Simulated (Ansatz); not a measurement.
# Geometry relaxation, with input and output: HfO2 (part 3 of 3)

HfO2 (12 atoms in the cell); DFT, r2SCAN+rVV10, plane waves, PAW, no spin polarisation (Ansatz 0.2.0); cutoff 500 eV, 6×6×6 k-mesh, Fermi–Dirac smearing of 0.03 eV. The structure derives from a Materials Project entry. The geometry comes from this level: PBEsol.

Geometry of the input (Å; fractional positions):
```
5.0957  0.0000  -0.0019
0.0000  5.1771  0.0000
-0.8784  0.0000  5.1969
Hf 0.2771  0.4570  0.7082
Hf 0.7229  0.9570  0.7918
Hf 0.7229  0.5430  0.2918
Hf 0.2771  0.0430  0.2082
O  0.4471  0.7418  0.9800
O  0.5529  0.2418  0.5200
O  0.5529  0.2582  0.0200
O  0.4471  0.7582  0.4800
O  0.0712  0.3373  0.3409
O  0.9288  0.8373  0.1591
O  0.9288  0.6627  0.6591
O  0.0712  0.1627  0.8409
```

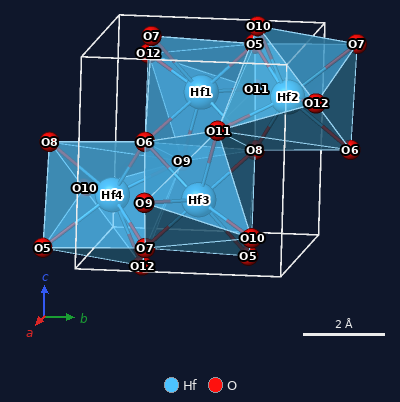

Fig. 1: The geometry at step 5 of the log (polyhedral view of the cell of the calculation, seen slightly off an axis; polyhedra are completed across the faces of the cell; atoms are numbered from 1 in the order of the input).

Output, continued
```
  k-point 79: bands = ["-47.9085", "-47.9085", "-47.9024", "-47.9024", "-16.3621", "-16.3621", "-16.3303", "-16.3303", "-15.9672", "-15.9672", "-15.9006", "-15.9006", "-15.8973", "-15.8973", "-15.8320", "-15.8320", "-4.3309", "-4.3309", "-4.0052", "-4.0052", "-3.0815", "-3.0815", "-3.0234", "-3.0234", "3.7124", "3.7124", "3.7223", "3.7223", "3.7296", "3.7296", "3.7325", "3.7325", "3.7481", "3.7481", "3.7482", "3.7482", "3.7537", "3.7537", "3.7567", "3.7567", "3.7625", "3.7625", "3.7632", "3.7632", "3.7749", "3.7749", "3.7869", "3.7869", "3.7965", "3.7965", "3.8129", "3.8129", "9.3053", "9.3053", "9.5449", "9.5449", "9.9099", "9.9099", "10.2987", "10.2987", "11.0056", "11.0056", "11.1065", "11.1065", "11.5849", "11.5849", "11.5909", "11.5909", "12.3231", "12.3231", "12.7181", "12.7181", "12.8104", "12.8104", "13.1891", "13.1891", "19.0955", "19.0955", "19.7670", "19.7670", "20.1081", "20.1081", "20.5771", "20.5771", "21.6168", "21.6168", "21.6583", "21.6583", "22.8216", "22.8216", "23.7385", "23.7385"]
--- Relaxed structure (7 steps of the walk, 7 accepted, 1 SCFs on fresh bases) ---
  F+E_penalty+E_count = -67492.52832666 eV   max|allowed force component| = 5.411e-4 eV/Å   (the final SCF, on the basis selected at the relaxed cell)
  cell:  # Å, volume = 137.0052 Å³
    - [5.090441789069324, 5.853058923625939e-22, 0.013796196007617677]
    - [-1.8462216060904924e-33, 5.184213611382986, -1.5898762268896982e-18]
    - [-0.8614602487462101, -1.5959809442226907e-18, 5.189236038078874]
  atoms:
    - { symbol: Hf, position: [0.2767422095837957, 0.4585542248416397, 0.7082678979564341] }
    - { symbol: Hf, position: [0.7232577904162044, 0.9585542248416399, 0.7917321020435661] }
    - { symbol: Hf, position: [0.7232577904162042, 0.5414457751583601, 0.2917321020435659] }
    - { symbol: Hf, position: [0.2767422095837958, 0.0414457751583601, 0.2082678979564341] }
    - { symbol: O, position: [0.44651348125314944, 0.7414219061383488, 0.9805246096306831] }
    - { symbol: O, position: [0.5534865187468506, 0.2414219061383488, 0.519475390369317] }
    - { symbol: O, position: [0.5534865187468506, 0.25857809386165115, 0.019475390369317048] }
    - { symbol: O, position: [0.4465134812531494, 0.758578093861651, 0.4805246096306829] }
    - { symbol: O, position: [0.07388748766599436, 0.34125882068475033, 0.3374468493561642] }
    - { symbol: O, position: [0.9261125123340057, 0.8412588206847507, 0.1625531506438358] }
    - { symbol: O, position: [0.9261125123340055, 0.6587411793152493, 0.6625531506438358] }
    - { symbol: O, position: [0.07388748766599437, 0.15874117931524956, 0.8374468493561643] }
```

Trajectory as extended XYZ (Å, eV, eV/Å), 8 frames, from step=1 to step=8
```
12
Lattice="5.0957 0.0000 -0.0019 0.0000 5.1771 0.0000 -0.8784 0.0000 5.1969" Properties=species:S:1:pos:R:3:forces:R:3 step=1 energy=-67492.52518 pressure_GPa=0.36
Hf    0.7902    2.3661    3.6798   -0.0547   0.0637  -0.0017
Hf    2.9879    4.9547    4.1137    0.0547   0.0637   0.0017
Hf    3.4271    2.8109    1.5152    0.0547  -0.0637   0.0017
Hf    1.2294    0.2224    1.0814   -0.0547  -0.0637  -0.0017
O     1.4176    3.8404    5.0921   -0.0266   0.0044  -0.0062
O     2.3605    1.2519    2.7014    0.0266   0.0044   0.0062
O     2.7997    1.3366    0.1029    0.0266  -0.0044   0.0062
O     1.8568    3.9252    2.4936   -0.0266  -0.0044  -0.0062
O     0.0635    1.7463    1.7715    0.0117  -0.0082  -0.0258
O     4.5930    4.3348    0.8251   -0.0117  -0.0082   0.0258
O     4.1538    3.4307    3.4235   -0.0117   0.0082   0.0258
O    -0.3757    0.8422    4.3700    0.0117   0.0082  -0.0258
12
Lattice="5.0992 0.0000 0.0079 0.0000 5.1826 0.0000 -0.8689 0.0000 5.1948" Properties=species:S:1:pos:R:3:forces:R:3 step=2 energy=-67492.52654 pressure_GPa=-0.07
Hf    0.7949    2.3729    3.6807    0.0235   0.0419   0.0157
Hf    3.0008    4.9642    4.1194   -0.0235   0.0419  -0.0157
Hf    3.4353    2.8098    1.5220   -0.0235  -0.0419  -0.0157
Hf    1.2294    0.2185    1.0833    0.0235  -0.0419   0.0157
O     1.4303    3.8430    5.0952   -0.0296   0.0257  -0.0140
O     2.3654    1.2517    2.7050    0.0296   0.0257   0.0140
O     2.7999    1.3396    0.1076    0.0296  -0.0257   0.0140
O     1.8648    3.9309    2.4978   -0.0296  -0.0257  -0.0140
O     0.0698    1.7480    1.7707   -0.0166   0.0187  -0.0199
O     4.5949    4.3393    0.8346    0.0166   0.0187   0.0199
O     4.1604    3.4347    3.4320    0.0166  -0.0187   0.0199
O    -0.3647    0.8433    4.3681   -0.0166  -0.0187  -0.0199
12
Lattice="5.0978 0.0000 0.0089 0.0000 5.1795 0.0000 -0.8677 0.0000 5.1984" Properties=species:S:1:pos:R:3:forces:R:3 step=3 energy=-67492.52727 pressure_GPa=-0.09
Hf    0.7958    2.3725    3.6841    0.0038   0.0280   0.0057
Hf    3.0004    4.9623    4.1224   -0.0038   0.0280  -0.0057
Hf    3.4343    2.8070    1.5232   -0.0038  -0.0280  -0.0057
Hf    1.2296    0.2172    1.0849    0.0038  -0.0280   0.0057
O     1.4294    3.8419    5.0986   -0.0178   0.0039  -0.0104
O     2.3668    1.2522    2.7079    0.0178   0.0039   0.0104
O     2.8007    1.3375    0.1087    0.0178  -0.0039   0.0104
O     1.8633    3.9273    2.4994   -0.0178  -0.0039  -0.0104
O     0.0711    1.7482    1.7715   -0.0089   0.0118  -0.0127
O     4.5928    4.3379    0.8366    0.0089   0.0118   0.0127
O     4.1589    3.4313    3.4358    0.0089  -0.0118   0.0127
O    -0.3627    0.8416    4.3707   -0.0089  -0.0118  -0.0127
12
Lattice="5.0950 0.0000 0.0113 0.0000 5.1798 0.0000 -0.8648 0.0000 5.1959" Properties=species:S:1:pos:R:3:forces:R:3 step=4 energy=-67492.52797 pressure_GPa=-0.06
Hf    0.7972    2.3755    3.6827   -0.0055  -0.0102   0.0063
Hf    3.0006    4.9654    4.1224    0.0055  -0.0102  -0.0063
Hf    3.4330    2.8043    1.5244    0.0055   0.0102  -0.0063
Hf    1.2296    0.2144    1.0848   -0.0055   0.0102   0.0063
O     1.4296    3.8419    5.0975   -0.0074   0.0003   0.0025
O     2.3682    1.2519    2.7076    0.0074   0.0003  -0.0025
O     2.8006    1.3380    0.1097    0.0074  -0.0003  -0.0025
O     1.8620    3.9279    2.4995   -0.0074  -0.0003   0.0025
O     0.0767    1.7567    1.7634    0.0168  -0.0064  -0.0037
O     4.5859    4.3466    0.8458   -0.0168  -0.0064   0.0037
O     4.1535    3.4231    3.4437   -0.0168   0.0064   0.0037
O    -0.3557    0.8332    4.3613    0.0168   0.0064  -0.0037
12
Lattice="5.0911 0.0000 0.0128 0.0000 5.1821 0.0000 -0.8626 0.0000 5.1930" Properties=species:S:1:pos:R:3:forces:R:3 step=5 energy=-67492.52824 pressure_GPa=0.02
Hf    0.7976    2.3769    3.6815    0.0059  -0.0112   0.0054
Hf    2.9996    4.9680    4.1208   -0.0059  -0.0112  -0.0054
Hf    3.4309    2.8052    1.5243   -0.0059   0.0112  -0.0054
Hf    1.2289    0.2141    1.0850    0.0059   0.0112   0.0054
O     1.4278    3.8433    5.0959    0.0042  -0.0077   0.0044
O     2.3694    1.2523    2.7064   -0.0042  -0.0077  -0.0044
O     2.8007    1.3388    0.1099   -0.0042   0.0077  -0.0044
O     1.8591    3.9298    2.4994    0.0042   0.0077   0.0044
O     0.0810    1.7624    1.7585    0.0112  -0.0036  -0.0019
O     4.5788    4.3535    0.8508   -0.0112  -0.0036   0.0019
O     4.1475    3.4197    3.4473   -0.0112   0.0036   0.0019
O    -0.3503    0.8286    4.3550    0.0112   0.0036  -0.0019
12
Lattice="5.0911 0.0000 0.0133 0.0000 5.1842 0.0000 -0.8621 0.0000 5.1897" Properties=species:S:1:pos:R:3:forces:R:3 step=6 energy=-67492.52836 pressure_GPa=-0.05
Hf    0.7985    2.3772    3.6792   -0.0040  -0.0002   0.0015
Hf    2.9995    4.9693    4.1187    0.0040  -0.0002  -0.0015
Hf    3.4306    2.8070    1.5239    0.0040   0.0002  -0.0015
Hf    1.2295    0.2149    1.0843   -0.0040   0.0002   0.0015
O     1.4278    3.8438    5.0948    0.0021  -0.0006  -0.0015
O     2.3702    1.2517    2.7031   -0.0021  -0.0006   0.0015
O     2.8012    1.3404    0.1082   -0.0021   0.0006   0.0015
O     1.8589    3.9326    2.5000    0.0021   0.0006  -0.0015
O     0.0849    1.7686    1.7528    0.0003  -0.0001  -0.0006
O     4.5752    4.3607    0.8554   -0.0003  -0.0001   0.0006
O     4.1442    3.4156    3.4503   -0.0003   0.0001   0.0006
O    -0.3462    0.8235    4.3476    0.0003   0.0001  -0.0006
12
Lattice="5.0904 0.0000 0.0138 0.0000 5.1842 0.0000 -0.8615 0.0000 5.1892" Properties=species:S:1:pos:R:3:forces:R:3 step=7 energy=-67492.52839 pressure_GPa=-0.00
Hf    0.7986    2.3772    3.6792   -0.0001   0.0001  -0.0002
Hf    2.9997    4.9694    4.1185    0.0001   0.0001   0.0002
Hf    3.4304    2.8070    1.5238    0.0001  -0.0001   0.0002
Hf    1.2293    0.2149    1.0846   -0.0001  -0.0001  -0.0002
O     1.4283    3.8437    5.0943    0.0002   0.0002   0.0002
O     2.3700    1.2516    2.7033   -0.0002   0.0002  -0.0002
O     2.8007    1.3405    0.1087   -0.0002  -0.0002  -0.0002
O     1.8590    3.9326    2.4997    0.0002  -0.0002   0.0002
O     0.0854    1.7692    1.7521    0.0002   0.0004   0.0005
O     4.5743    4.3613    0.8563   -0.0002   0.0004  -0.0005
O     4.1436    3.4151    3.4509   -0.0002  -0.0004  -0.0005
O    -0.3453    0.8229    4.3467    0.0002  -0.0004   0.0005
12
Lattice="5.0904 0.0000 0.0138 0.0000 5.1842 0.0000 -0.8615 0.0000 5.1892" Properties=species:S:1:pos:R:3:forces:R:3 step=8 energy=-67492.52833 pressure_GPa=-0.00
Hf    0.7986    2.3772    3.6792   -0.0002   0.0002  -0.0002
Hf    2.9997    4.9694    4.1185    0.0002   0.0002   0.0002
Hf    3.4304    2.8070    1.5238    0.0002  -0.0002   0.0002
Hf    1.2293    0.2149    1.0846   -0.0002  -0.0002  -0.0002
O     1.4283    3.8437    5.0943    0.0002   0.0002   0.0002
O     2.3700    1.2516    2.7033   -0.0002   0.0002  -0.0002
O     2.8007    1.3405    0.1087   -0.0002  -0.0002  -0.0002
O     1.8590    3.9326    2.4997    0.0002  -0.0002   0.0002
O     0.0854    1.7692    1.7521    0.0002   0.0004   0.0005
O     4.5743    4.3613    0.8563   -0.0002   0.0004  -0.0005
O     4.1436    3.4151    3.4509   -0.0002  -0.0004  -0.0005
O    -0.3453    0.8229    4.3467    0.0002  -0.0004   0.0005
```

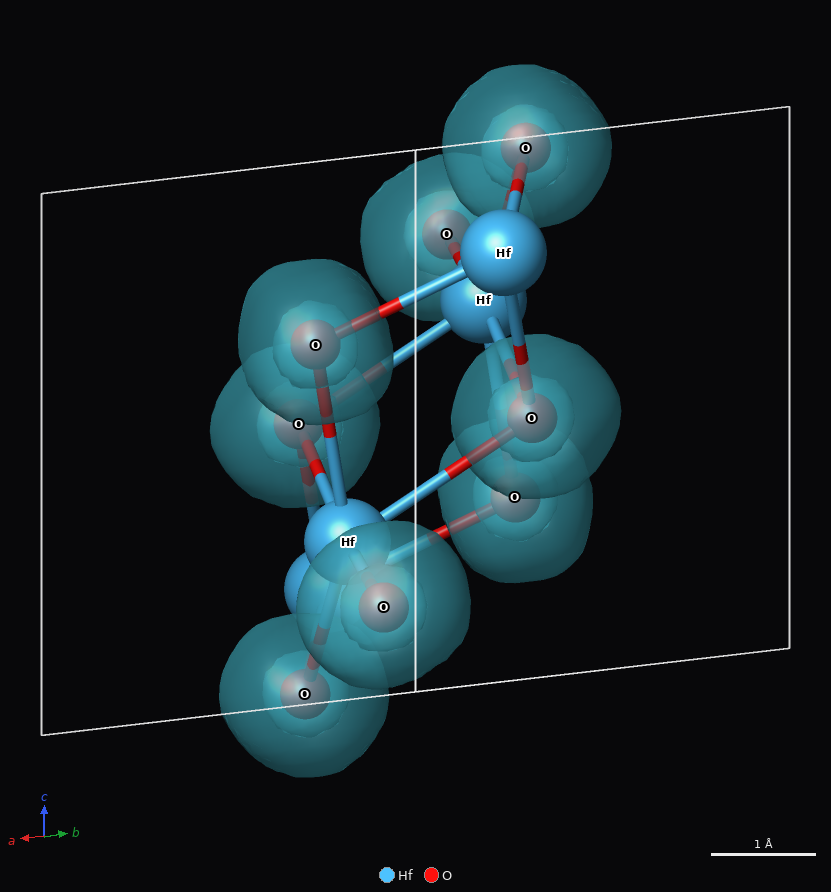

Fig. 2: Isosurface of the ELF at 0.75 (cyan), seen along [110]. Core shells and regions of very low density are left out. Sticks mark near contacts. The outline is the cell set on symmetry axes. Profiles from the grid: Hf–O (2.04 Å): the ELF peaks at about 0.85 in the valence shell of O, 0.6 Å from its nucleus, and drops to about 0.20 between the two atoms. Hf–O (2.13 Å): the ELF peaks at about 0.85 in the valence shell of O, 0.6 Å from its nucleus, and drops to about 0.15 between the two atoms. Core electrons are frozen (PAW), so the fields are smoothed inside the atomic spheres.

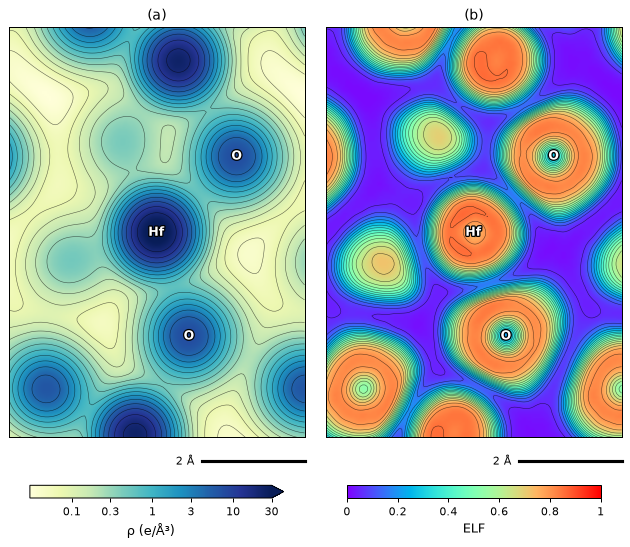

Fig. 3: (a) valence electron density; (b) ELF on the (011) plane of the conventional cell. The section cuts through Hf and O sites. Hf–O (2.13 Å): ρ is about 0.66 e/Å³ halfway; the ELF peaks at about 0.85 in the valence shell of O, 0.6 Å from its nucleus, and drops to about 0.15 between the two atoms. Away from the nuclei the density in this plane falls to 0.03 e/Å³ at its lowest. The strong features right at Hf lie inside the PAW spheres (semicore, d or f shells) and say nothing about bonding.
